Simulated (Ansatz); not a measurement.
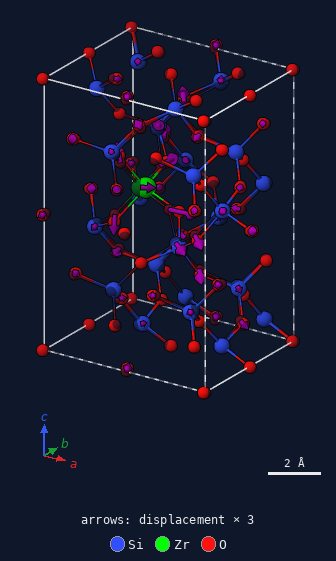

A relaxation of a defect cell of composition Si23ZrO48. The starting structure is drawn faded, the final one solid; purple arrows show the displacements, magnified 3 times.

Style: ball-and-stick. Shown: the cell of the calculation (origin shifted), slightly off an axis.

The atoms of the start lie slightly off their symmetric places, so part of the fall in energy undoes that.

Theory: Ansatz 0.2.0, DFT, PBEsol, PAW, plane waves. Set-up: plane-wave cutoff 420 eV; k-point mesh 1 × 1 × 1; mesh shifted by (0.25, 0.25, 0.25); no spin polarisation; atoms relaxed in a fixed cell; force threshold 0.03 eV/Å; at most 80 steps.

### Which element moves most?

Oxygen: up to 0.48 Å, against 0.29 Å for silicon.

### Describe the change and its energy.

The atom that moves furthest is an O atom (0.48 Å along [3 1 0]). Largest moves by element: O 0.48 Å, Si 0.29 Å, Zr 0.22 Å. The cell doesn't change. Some distances before and after: O–Zr 1.585 → 1.940 Å, O–Zr 1.606 → 1.940 Å, O–Zr 1.630 → 1.931 Å, O–Si 1.569 → 1.629 Å. Bond angles that change, for instance: Si–O–Zr 145.2° → 133.3°, Si–O–Zr 144.9° → 134.2°, Si–O–Si 145.3° → 135.1°. Over 5 geometry steps the energy falls by 11.469 eV per cell of the calculation. Largest force component: 16 eV/Å at the start, 0.014 eV/Å at the end. The run took 7 s on 1 × NVIDIA GB300 Max-Q with 8 threads of Arm Neoverse-V2, peak memory 1.9 GiB.
